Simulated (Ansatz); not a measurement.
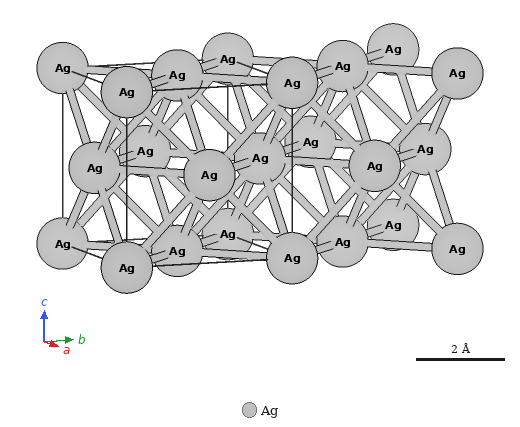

*The input geometry (ball-and-stick view of the cell 4 times as large as that of the calculation, set on its symmetry axes, repeated 1 × 2 × 1, seen slightly off an axis).*

Near neighbours in the crystal (not all of them lie inside the picture): Ag has 12 Ag at 2.86 Å.

Ag: field-gradient calculation

System: Ag (Fm-3m, 1 atom in the cell).
Method: DFT, LDA, PAW with Ansatz's default frozen-core files, scalar-relativistic, no spin polarisation (Ansatz 0.2.0).

The structure derives from an entry of the Crystallography Open Database. Its volume is 0.97 times that of the source entry. It belongs to a series of runs on one base structure; here: volume scaled by 0.97, PAW files.

## The program's output
```
Ag: output.efg is read without spin–orbit coupling, which moves field gradients at and beside such atoms by some per cent and up to a factor of two; PAW files take it under magnetization.noncollinear and magnetization.spin_orbit
Engine: ansatz 0.2.0, aarch64-unknown-linux-gnu
Pseudopotentials: kind: paw
Pseudopotential: Ag, paw, valence charge 19, recommended cutoff 420 eV (normal), Ag.paw.azcp
Functional definition: SPW92
  exchange = slater_x
  correlation = pw_c
Crystal: 1 atoms, lattice volume = 16.545 Å³
Basis set: ecut = 420 eV, 331 PW (Γ)
Bands: 14, of which v1, the nominal top of the filled ones, is band 10 counted from 1 (9 counted from 0)
Symmetry: 48 space group operations
Space group: Fm-3m (ITA 225), of the structure as read, at distance tolerance 2.5e-5 Å
k-points: 120 of 3375
Non-local potential: Ag, projectors of the file, l = 0: 3, l = 1: 2, l = 2: 2, l = 3: 1
PAW form: soft (Blöchl's): semilocal exchange-correlation on the pseudo side does not see the compensation charge
PAW frozen core: Ag, regenerated for the run's functional, and the local potential with it (the file was generated under x = pbe(κ = 0.804, μ = 0.2195149727645171), c = pbe(β = 0.06672455060314922))
PAW one-centre angular grid: Ag, 590 points (default); XC on 64 Gauss nodes
Initial density: superposition of atomic densities (neutral atoms: chi_scale 0, normalization atom), corrected by the library's trained network
Initial wavefunctions: pseudopotential atomic-orbital guess
Functional: x = slater, c = lda
SCF iter   1: F=—  HF=-7458.153153 eV  |F-HF|=—  |Δ(HF+E_count)|=         —  Δρ=1.42e-2  dr2=2.83e-2  ethr=1.77e-3  ⟨swp⟩=4.7  Hψ=8541  notcnv=0
preconditioner: auto → none  [metal: Δε(μ)=0.153 eV  Ē_g=16.346 eV  σ=0.050 eV  W_gap=0.46  n_scr=8 (ndim 8)  ℏωp=30.3 eV  f_vac=0.000  D(μ)=0.41/eV (n_scr^D=0)  sad-step TF]
SCF iter   2: F=—  HF=-7458.144903 eV  |F-HF|=—  |Δ(HF+E_count)|=   8.25e-3  Δρ=4.62e-3  dr2=2.35e-3  ethr=1.49e-4  ⟨swp⟩=2.4  Hψ=3279  notcnv=0  defer=32
SCF iter   3: F=—  HF=-7458.144137 eV  |F-HF|=—  |Δ(HF+E_count)|=   7.66e-4  Δρ=1.38e-3  dr2=7.63e-5  ethr=1.24e-5  ⟨swp⟩=2.4  Hψ=2239  notcnv=0  defer=32
SCF iter   4: F=—  HF=-7458.144127 eV  |F-HF|=—  |Δ(HF+E_count)|=   1.04e-5  Δρ=1.69e-4  dr2=1.04e-6  ethr=4.01e-7  ⟨swp⟩=2.0  Hψ=2756  notcnv=0  defer=32
iter 5 did not close the SCF: its close was put off for the readings that it lacked (scf_convergence_deferred on its scf_iter line)
SCF iter   5: F=-7458.144127 eV  HF=-7458.144127 eV  |F-HF|=2.00e-8  |Δ(HF+E_count)|=   5.08e-7  Δρ=1.57e-5  dr2=2.92e-8  ethr=5.46e-9  ⟨swp⟩=2.0  Hψ=2152  notcnv=0  defer=32
SCF iter   6: F=-7458.144127 eV  HF=-7458.144127 eV  |F-HF|=2.68e-10  |Δ(HF+E_count)|=   5.53e-9  Δρ=1.52e-6  dr2=3.13e-10  ethr=1.54e-10  ⟨swp⟩=5.0  Hψ=8359  notcnv=0
SCF 1 converged in 6 iterations: F = -7458.144127 eV  dr2 = 3.13e-10
  greatest PAW one-centre occupation: 1.002 electrons in one spin orbital (limit 2), on the Ag atom at site 0 (counted from 0), in its partial waves of l = 0
```

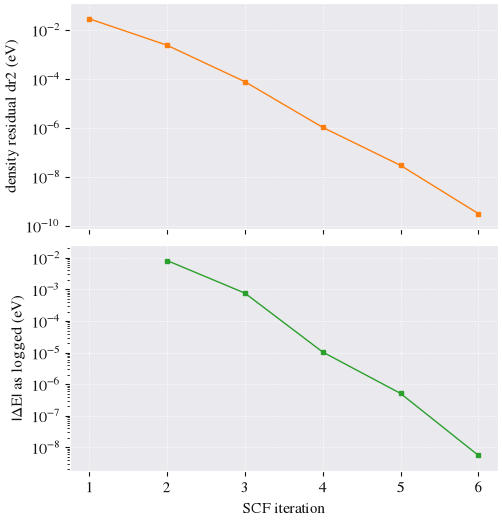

*Convergence of the self-consistent field: density residual dr2 and size of the energy change against the SCF iteration.*

The residual falls at every step.

```
SCF converged after 6 iterations
Free energy (F): -7458.144127 eV
Harris-Foulkes:  -7458.144127 eV  (|F-HF|=2.68e-10)
Internal energy: -7458.140813 eV  (E = F + TS)
E sigma→0 (E₀):  -7458.142470 eV
Entropy (-TS):   -0.003315 eV (-3.315 meV/atom)
Fermi energy:    17.786123 eV
--- Per-component energies (eV) ---
  E_band       = -228.809221
  E_kinetic    = 527.738927
  E_local      = -2150.481603  (includes V_loc(G=0)·N_el)
  E_nonlocal   = 86.280141
  E_hartree    = 977.752417
  E_xc         = -183.988696
  E_vxc        = -235.006908  (∫ρ·V_xc dr)
  E_paw        = -3770.083347  (= ΣΔE_a)
  E_vpaw       = -412.845984  (= ΣTr[D̂ρ^β])
  E_aug_tail   = 0.000259  (compensation charges beyond the density's cutoff)
  E_ewald      = -2946.083718
  E_core_change = 0.724807  (= ΣΔE_core)
  E_smearing   = -0.003315  (= −TS)
  E_closure    = -0.000000  (closes the sum)
  Σ components = -7458.144127   (vs F -7458.144127, Δ=0.00e0)
--- Forces (eV/Å), atoms counted from 1 ---
  atom   1  Ag    -0.00000000     0.00000000    -0.00000000
  max |Σ_I F_I| component: 1.19e-31 eV/Å
--- Stress (GPa, compression-positive) ---
       -4.271560      -0.000000       0.000000
        0.000000      -4.271560       0.000000
        0.000000       0.000000      -4.271560
  P = ⅓ Tr σ = -4.2716 GPa (-42.716 kbar)
--- PAW observables at the nuclei: V_zz in 10²¹ V/m², potentials from the cell's mean, atoms counted from 1 ---
  atom   1  Ag V_zz =    -0.000000   η = 0.0000   by run symmetry: forbidden
            electrostatic potential = -7483.565955 V   contact ρ = 944553.477526 e/Å³
--- Band table (eV; the first three rows and the last of 120) ---
  k-point 0: bands = ["-74.1895", "-37.6337", "-37.6337", "-37.6337", "9.5546", "12.7764", "12.7764", "12.7764", "13.8910", "13.8910", "33.5953", "37.2692", "37.2692", "37.2692"]
  k-point 1: bands = ["-74.1887", "-37.6419", "-37.6350", "-37.6350", "9.6974", "12.7418", "12.8172", "12.8172", "13.8752", "13.8752", "33.6380", "36.1892", "37.3474", "37.3474"]
  k-point 2: bands = ["-74.1862", "-37.6649", "-37.6384", "-37.6384", "10.1023", "12.6715", "12.9155", "12.9155", "13.8522", "13.8522", "33.0949", "34.7169", "37.5316", "37.5316"]
  k-point 119: bands = ["-74.1631", "-37.7631", "-37.7547", "-37.7042", "11.8316", "12.3106", "12.6448", "13.8994", "14.9271", "23.3226", "23.3314", "25.0087", "26.5821", "39.4286"]
```

## File rho_z.tsv
```
# z_ang	rho[e/angstrom^3]
# format = ansatz-planar-average/11
# lattice	0.000000000	2.022461215	2.022461215
# lattice	2.022461215	0.000000000	2.022461215
# lattice	2.022461215	2.022461215	0.000000000
# sites	1
# site	47	0.000000000	0.000000000	0.000000000
0.000000	2.678312e0
0.143010	2.554440e0
0.286019	2.217367e0
0.429029	1.754429e0
0.572038	1.270367e0
0.715048	8.524198e-1
0.858058	5.480364e-1
1.001067	3.613326e-1
1.144077	2.640422e-1
1.287086	2.192447e-1
1.430096	2.057947e-1
1.573106	2.192447e-1
1.716115	2.640422e-1
1.859125	3.613326e-1
2.002134	5.480364e-1
2.145144	8.524198e-1
2.288154	1.270367e0
2.431163	1.754429e0
2.574173	2.217367e0
2.717182	2.554440e0
```

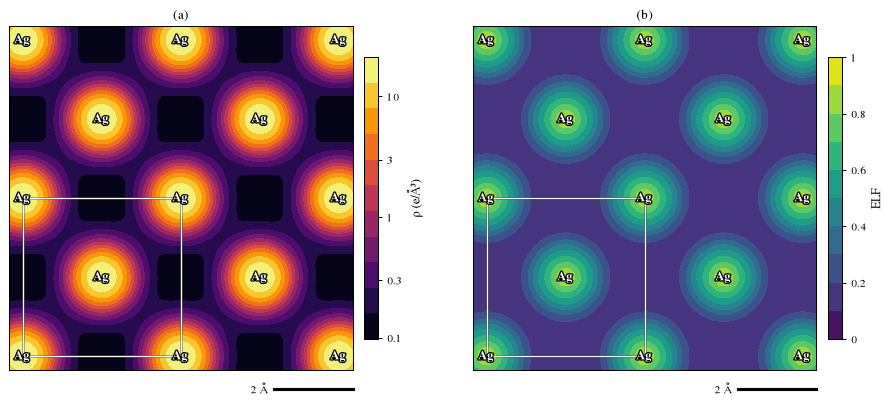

*(a) valence charge density (pseudo); (b) ELF on the (100) plane of the conventional cell.*

Ag–Ag (2.86 Å): ρ at the midpoint is about 0.23 e/Å³; the ELF is about 0.15 at the midpoint; no localised pair between them. Away from the nuclei the density in this plane falls to 0.1 e/Å³ at its lowest. The strong features right at Ag lie inside the PAW spheres (semicore, d or f shells) and say nothing about bonding. Core electrons are frozen (PAW), so the fields are smoothed inside the atomic spheres.

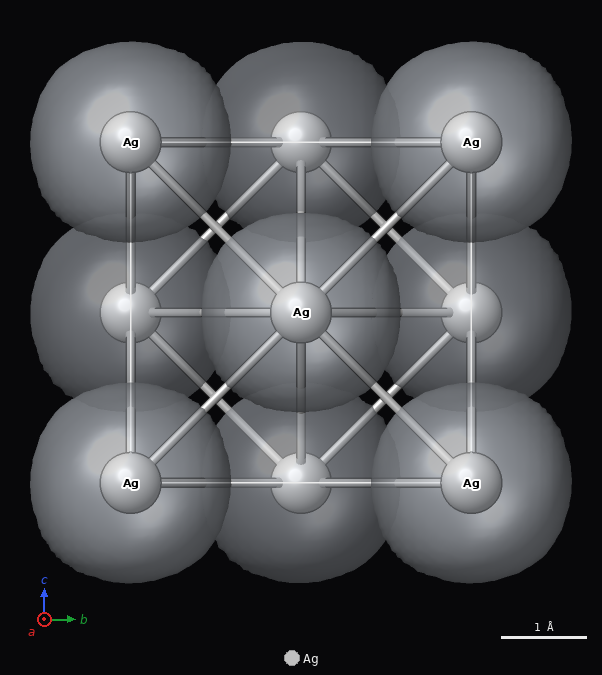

*Isosurface of the valence electron density at 0.3 e/Å³ (grey), seen along the a axis. Sticks mark near contacts. The outline is the cell set on symmetry axes.*

At this value the density breaks into separate islands; it holds about 90 % of the electrons treated as valence (semicore included). It is pinched off along the Ag–Ag (2.86 Å) contacts. On the grid the lowest density along these lines, outside the cores, is 0.23 e/Å³ (Ag–Ag, 2.86 Å).

This output came from the following input.

## Input file
```yaml
crystal:
  lattice:
    - [0.0, 2.0224612152, 2.0224612152]
    - [2.0224612152, 0.0, 2.0224612152]
    - [2.0224612152, 2.0224612152, 0.0]
  atoms:
    - { symbol: Ag, position: [0.0, 0.0, 0.0] }
kpoints:
  mp_grid: { grid: [15, 15, 15] }
scf:
  occupations: { method: fermi_dirac, width: 0.05 }
hamiltonian:
  xc: lda
  pseudopotentials: { kind: paw }
output:
  forces: true
  stress: true
  eigenvalues: true
  efg: { contact_densities: true }
  write_density: true
  write_potential: true
  elf: true
  volumetric_format: npy
```

Launch command:
```bash
ansatz run input.yaml --threads 1 --pin off --max-ram 3072MiB --backend cpu --events-out ev --progress --plain --runs-dir out
```

## Key numbers

```tsv
quantity	value
outcome	converged
space group (tolerance 0.01 Å)	Fm-3m (225)
electrons treated	19
free energy	−7458.1441 eV
Fermi energy	17.786 eV
pressure	−4.27 GPa
field gradient V_zz (10²¹ V/m²)	zero at all sites
largest force (length of the vector)	under 0.001 eV/Å
hardware	1 thread of Arm Neoverse V1, 24 GiB of memory available, shared host
wall time	2.9 s
peak memory	0.33 GiB
```

## Remarks

Warnings of the run: the field gradients leave out spin–orbit coupling.
